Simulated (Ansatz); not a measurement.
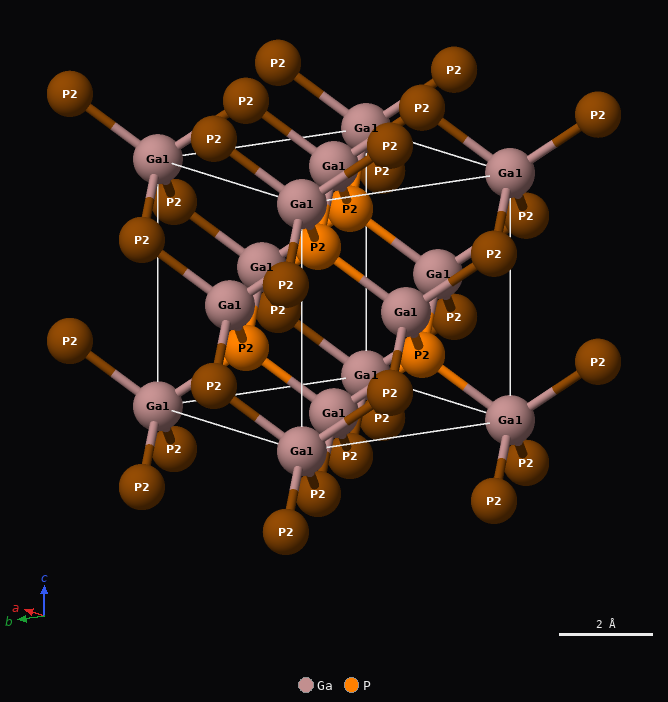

Fig. 1: The input geometry of run 1 (ball-and-stick view of the cell 4 times as large as that of the calculation, set on its symmetry axes, seen at an oblique angle; neighbours outside the cell are drawn fainter; atoms are numbered from 1 in the order of the input). An atom can appear more than once, as a periodic image.

**Two runs on GaP**

System: GaP (F-43m, 2 atoms in the cell).
Method of run 1: DFT r2SCAN, scalar-relativistic, plane waves, PAW, no spin polarisation (Ansatz 0.2.0).

The structure derives from an entry of the Crystallography Open Database. Text and figures count atoms from 1; the logs count them from 0 in places.

The input, run 1:
```yaml
crystal:
  lattice:
    - [0.0, 2.72525, 2.72525]
    - [2.72525, 0.0, 2.72525]
    - [2.72525, 2.72525, 0.0]
  atoms:
    - { symbol: Ga, position: [0.0, 0.0, 0.0] }
    - { symbol: P, position: [0.75, 0.75, 0.75] }
basis:
  ecutwfc: 500
kpoints:
  mp_grid: { grid: [10, 10, 10] }
hamiltonian:
  xc: r2scan
scf:
  occupations: { method: gaussian, width: 0.05 }
output:
  forces: true
  stress: true
  eigenvalues: true
```

Launched with:
```bash
ansatz run input.yaml --threads 1 --pin off --max-ram 2560MiB --backend cpu --events-out ev --progress --plain --runs-dir out
```

Hardware: 1 thread of Intel Xeon @ 2.50GHz (Skylake/Cascade Lake), 189 GiB of memory available, shared host.

Output, shortened to warnings, some set-up lines, iterations and results (run 1):
```
Basis set: ecut = 500 eV, 965 PW (Γ), exchange–correlation on 120×120×120 points (64 copies of the dense FFT grid, shifted against one another)
Symmetry: 24 space group operations
k-points: 47 of 1000 (time reversal used)
Initial density: superposition of atomic densities (neutral atoms: chi_scale 0, normalization atom), corrected by the library's trained network
[...]
SCF iter   1: F=—  HF=-4550.475452 eV  |F-HF|=—  |Δ(HF+E_count)|=         —  Δρ=8.75e-3  dr2=1.86e-2  dr2_τ=7.34e-3  ethr=1.77e-3  ⟨swp⟩=5.9  Hψ=3924  notcnv=0
SCF iter   2: F=—  HF=-4550.485819 eV  |F-HF|=—  |Δ(HF+E_count)|=   1.04e-2  Δρ=2.32e-3  dr2=3.11e-3  dr2_τ=9.83e-5  ethr=1.03e-4  ⟨swp⟩=2.6  Hψ=1646  notcnv=0
SCF iter   3: F=—  HF=-4550.484260 eV  |F-HF|=—  |Δ(HF+E_count)|=   1.56e-3  Δρ=1.70e-3  dr2=5.08e-4  dr2_τ=7.43e-6  ethr=1.73e-5  ⟨swp⟩=2.0  Hψ=1210  notcnv=0
SCF iter   4: F=—  HF=-4550.484487 eV  |F-HF|=—  |Δ(HF+E_count)|=   2.27e-4  Δρ=2.43e-4  dr2=4.12e-5  dr2_τ=4.92e-7  ethr=2.82e-6  ⟨swp⟩=2.9  Hψ=1030  notcnv=0
SCF iter   5: F=—  HF=-4550.484476 eV  |F-HF|=—  |Δ(HF+E_count)|=   1.06e-5  Δρ=8.37e-5  dr2=2.44e-6  dr2_τ=2.89e-8  ethr=2.29e-7  ⟨swp⟩=2.0  Hψ=757  notcnv=0
SCF iter   6: F=-4550.484476 eV  HF=-4550.484476 eV  |F-HF|=7.01e-8  |Δ(HF+E_count)|=   6.19e-7  Δρ=9.81e-6  dr2=3.76e-8  dr2_τ=3.48e-9  ethr=5.56e-10  ⟨swp⟩=5.0  Hψ=3684  …
SCF 1 converged in 6 iterations: F = -4550.484476 eV  dr2 = 3.76e-8
SCF converged after 6 iterations
Free energy (F): -4550.484476 eV
Harris-Foulkes:  -4550.484476 eV  (|F-HF|=7.01e-8)
Internal energy: -4550.484476 eV  (E = F + TS)
E sigma→0 (E₀):  -4550.484476 eV
Fermi energy:    7.826837 eV
--- Per-component energies (eV) ---
  E_band       = -67.625212
  E_kinetic    = 185.473661
  E_local      = -2202.677950  (includes V_loc(G=0)·N_el)
  E_nonlocal   = 460.444262
  E_hartree    = 1020.469936
  E_xc         = -120.990270
  E_vxc        = -124.835660  (∫ρ·V_xc dr)
  E_paw        = -2579.815218  (= ΣΔE_a)
  E_vpaw       = -432.992425  (= ΣTr[D̂ρ^β])
  E_aug_tail   = -0.000042  (compensation charges beyond the density's cutoff)
  E_vtau       = 6.016404  (kinetic-family band-sum trace: ∫τ·v_τ [+ j·A + Jᵃ·Aᵃ] dr)
  E_ewald      = -1312.644944
  E_core_change = -0.743912  (= ΣΔE_core)
  E_smearing   = -0.000000  (= −TS)
  E_closure    = 0.000000  (closes the sum)
  Σ components = -4550.484476   (vs F -4550.484476, Δ=0.00e0)
--- Forces (eV/Å), atoms counted from 1 ---
  atom   1  Ga    -0.00000000     0.00000000    -0.00000000
  atom   2  P      0.00000000    -0.00000000     0.00000000
  max |Σ_I F_I| component: 1.30e-16 eV/Å
--- Stress (GPa, compression-positive) ---
        0.042862       0.000000      -0.000000
        0.000000       0.042862       0.000000
        0.000000       0.000000       0.042862
  P = ⅓ Tr σ = 0.0429 GPa (0.429 kbar)
```

For run 2 the input was changed thus:
```diff
-  mp_grid: { grid: [10, 10, 10] }
+  mp_grid: { grid: [8, 8, 8] }
+  write_density: true
+  write_potential: true
+  elf: true
+  volumetric_format: npy
```

What does this change do to the results?

The free energy of run 2 is 0.8 meV per atom higher, which measures how much it depends on this numerical setting. The gap on the mesh goes from 1.86 to 1.89 eV. The number of SCF iterations is the same. The irreducible k-points go from 47 to 29. On the same kind of shared host run 2 took about 0.62 times as long.

Output, shortened to warnings, some set-up lines, iterations and results (run 2):
```
Basis set: ecut = 500 eV, 965 PW (Γ), exchange–correlation on 120×120×120 points (64 copies of the dense FFT grid, shifted against one another)
Symmetry: 24 space group operations
k-points: 29 of 512 (time reversal used)
Initial density: superposition of atomic densities (neutral atoms: chi_scale 0, normalization atom), corrected by the library's trained network
[...]
SCF iter   1: F=—  HF=-4550.473671 eV  |F-HF|=—  |Δ(HF+E_count)|=         —  Δρ=8.76e-3  dr2=1.84e-2  dr2_τ=7.36e-3  ethr=1.77e-3  ⟨swp⟩=5.9  Hψ=2432  notcnv=0
SCF iter   2: F=—  HF=-4550.484172 eV  |F-HF|=—  |Δ(HF+E_count)|=   1.05e-2  Δρ=2.32e-3  dr2=3.09e-3  dr2_τ=9.72e-5  ethr=1.02e-4  ⟨swp⟩=2.4  Hψ=1006  notcnv=0
SCF iter   3: F=—  HF=-4550.482639 eV  |F-HF|=—  |Δ(HF+E_count)|=   1.53e-3  Δρ=1.72e-3  dr2=5.13e-4  dr2_τ=7.43e-6  ethr=1.72e-5  ⟨swp⟩=2.0  Hψ=742  notcnv=0
SCF iter   4: F=—  HF=-4550.482870 eV  |F-HF|=—  |Δ(HF+E_count)|=   2.31e-4  Δρ=2.43e-4  dr2=4.13e-5  dr2_τ=4.94e-7  ethr=2.85e-6  ⟨swp⟩=2.9  Hψ=633  notcnv=0
SCF iter   5: F=—  HF=-4550.482855 eV  |F-HF|=—  |Δ(HF+E_count)|=   1.42e-5  Δρ=8.39e-5  dr2=2.46e-6  dr2_τ=2.92e-8  ethr=2.30e-7  ⟨swp⟩=2.0  Hψ=468  notcnv=0
SCF iter   6: F=-4550.482855 eV  HF=-4550.482855 eV  |F-HF|=6.00e-8  |Δ(HF+E_count)|=   6.17e-7  Δρ=9.70e-6  dr2=3.78e-8  dr2_τ=3.42e-9  ethr=5.56e-10  ⟨swp⟩=10.7  Hψ=3329  …
SCF 1 converged in 6 iterations: F = -4550.482855 eV  dr2 = 3.78e-8
SCF converged after 6 iterations
Free energy (F): -4550.482855 eV
Harris-Foulkes:  -4550.482855 eV  (|F-HF|=6.00e-8)
Internal energy: -4550.482855 eV  (E = F + TS)
E sigma→0 (E₀):  -4550.482855 eV
Fermi energy:    7.846590 eV
--- Per-component energies (eV) ---
  E_band       = -67.620969
  E_kinetic    = 185.481960
  E_local      = -2202.692224  (includes V_loc(G=0)·N_el)
  E_nonlocal   = 460.450889
  E_hartree    = 1020.481543
  E_xc         = -120.990505
  E_vxc        = -124.835046  (∫ρ·V_xc dr)
  E_paw        = -2579.825620  (= ΣΔE_a)
  E_vpaw       = -433.010724  (= ΣTr[D̂ρ^β])
  E_aug_tail   = -0.000042  (compensation charges beyond the density's cutoff)
  E_vtau       = 6.015586  (kinetic-family band-sum trace: ∫τ·v_τ [+ j·A + Jᵃ·Aᵃ] dr)
  E_ewald      = -1312.644944
  E_core_change = -0.743912  (= ΣΔE_core)
  E_smearing   = -0.000000  (= −TS)
  E_closure    = -0.000000  (closes the sum)
  Σ components = -4550.482855   (vs F -4550.482855, Δ=0.00e0)
--- Forces (eV/Å), atoms counted from 1 ---
  atom   1  Ga    -0.00000000     0.00000000    -0.00000000
  atom   2  P      0.00000000     0.00000000     0.00000000
  max |Σ_I F_I| component: 9.25e-17 eV/Å
--- Stress (GPa, compression-positive) ---
        0.043021       0.000000      -0.000000
        0.000000       0.043021       0.000000
        0.000000       0.000000       0.043021
  P = ⅓ Tr σ = 0.0430 GPa (0.430 kbar)
```

The two runs side by side:

```csv
quantity,run 1,run 2
outcome,converged,converged
free energy per atom (eV),−2275.2422,−2275.2414
gap on the mesh (eV),1.86,1.89
pressure (GPa),0.04,0.04
largest force (eV/Å),0.000,0.000
SCF iterations,6,6
irreducible k-points,47,29
plane waves at Γ,965,965
wall time (shared host),12 s,7.4 s
```
